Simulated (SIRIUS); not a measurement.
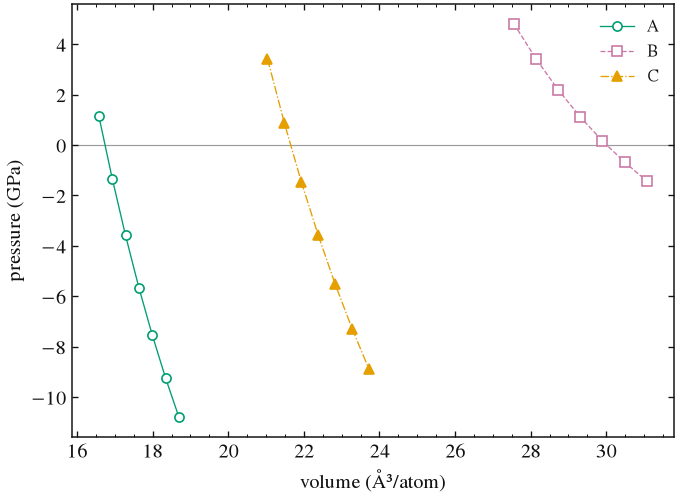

The picture above shows the pressure against volume, with one curve for each element, for Hf, Pb and Ti (all in space group P6_3/mmc (No. 194)). The labels are replaced by letters.

How it was computed, with SIRIUS 7.10.0: plane-wave DFT, no spin polarisation; energies at scaled volumes of the given cell, shape and fractions fixed, counted from the fit's minimum, third-order Birch-Murnaghan fit. Level: PBEsol.

- occupations: Fermi–Dirac
- smearing width: 0.05 eV
- potentials: dojo sr pbesol 0.4.1 standard

Question: Which letter stands for which compound?

Answer: A: Ti; B: Pb; C: Hf.

Keep in mind: spin-orbit coupling left out, heavy elements (Pb); shape and atomic fractions are frozen while scaling, which makes layered, chain and framework solids too stiff.
